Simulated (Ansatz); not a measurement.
The structure in question:

```yaml
crystal:
  lattice:
    - [3.31086, 0.00000, 0.00000]
    - [-1.65543, 2.86729, 0.00000]
    - [0.00000, 0.00000, 15.59453]
  atoms:
    - { symbol: W, position: [0.33333, 0.66667, 0.50000] }
    - { symbol: S, position: [0.66667, 0.33333, 0.40800] }
    - { symbol: S, position: [0.66667, 0.33333, 0.59200] }
```

### Give a crystallographic description of this input.

The material is WS₂. Counting shared atoms by their share gives 1 W, 2 S, or 3 atoms. The coordination shell of W holds six S in a distorted trigonal prismatic arrangement at 2.39 Å. About every S there are three W in a trigonal pyramidal arrangement at 2.39 Å. Not all metal-metal contacts are counted. The bonds build WS2 layers parallel to (001).

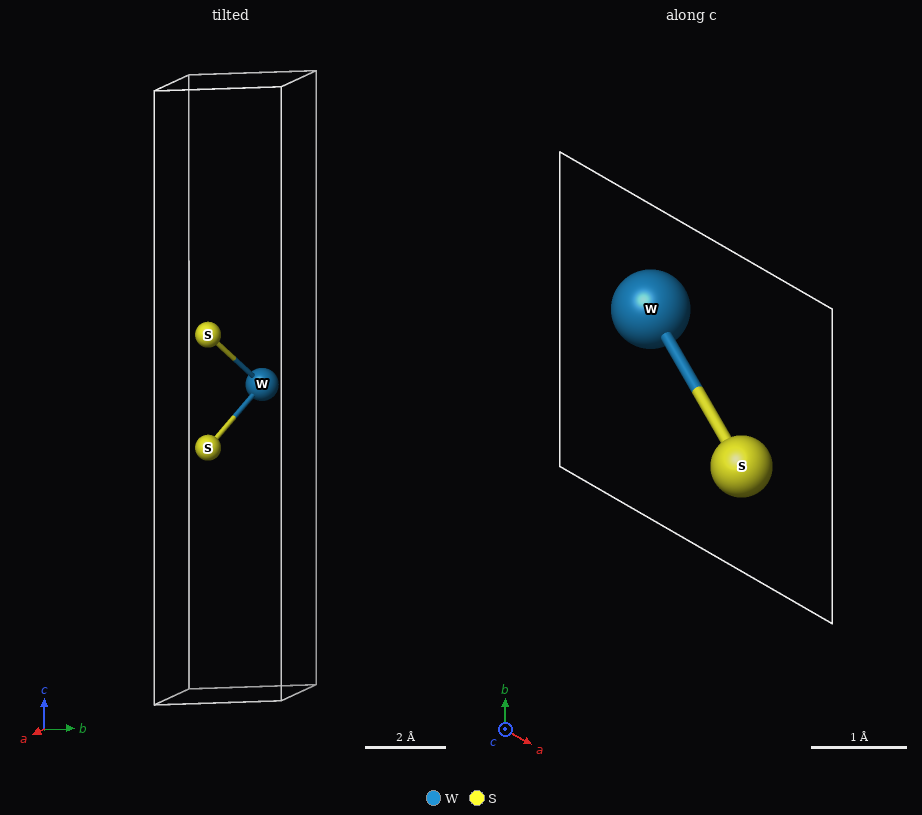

An orthographic ball-and-stick view of the structure, slightly off an axis and along the c axis. Thin lines show the simulation cell, with boundary atoms drawn in all their periodic places.

The cell started as a structure listed in the Materials Project. The cell was then strained or its atoms displaced on purpose. A calculation with Ansatz used it as input.

At this level of theory the cell isn't at rest (forces up to 1.4 eV/Å), so its distances can differ from those at equilibrium, the more so the softer the solid.
